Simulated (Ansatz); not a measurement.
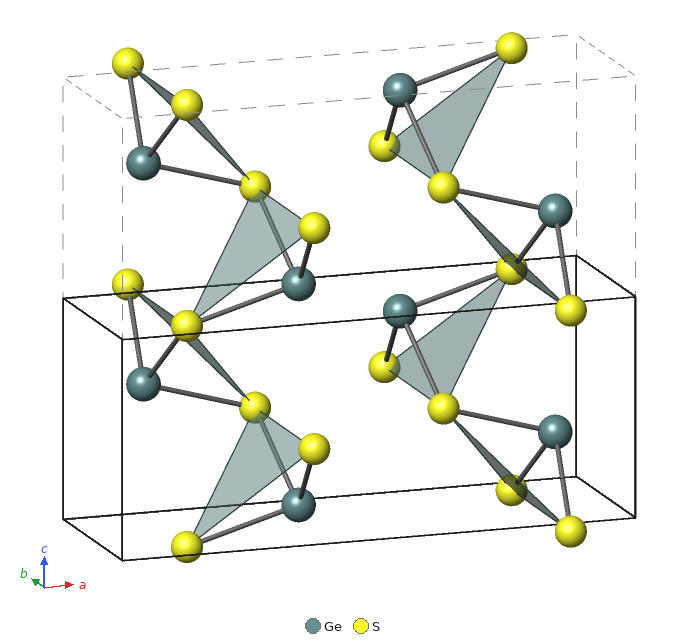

View slightly off an axis, drawn as a polyhedral model. The drawing covers 1×1×2 cells, and the solid lines enclose one conventional unit cell. A few atoms beyond the faces are included. Cell: a = 10.781 Å, b = 3.603 Å, c = 4.523 Å, α = 90.00°, β = 90.00°, γ = 90.00°.

What can be read from this drawing?

This is GeS. It belongs to space group Pnma (No. 62) and has a primitive orthorhombic lattice. Cell content 4 Ge, 4 S; Z = 4. Each Ge has three S in a trigonal pyramidal arrangement at about 2.4 Å. Around each S lie three Ge in a trigonal pyramidal arrangement at about 2.4 Å. The bonds build GeS layers parallel to (100).

The structure was taken from a structure listed in the Materials Project. Earlier steps of the study may have refined or changed the cell and positions. A calculation with Ansatz used it as input.
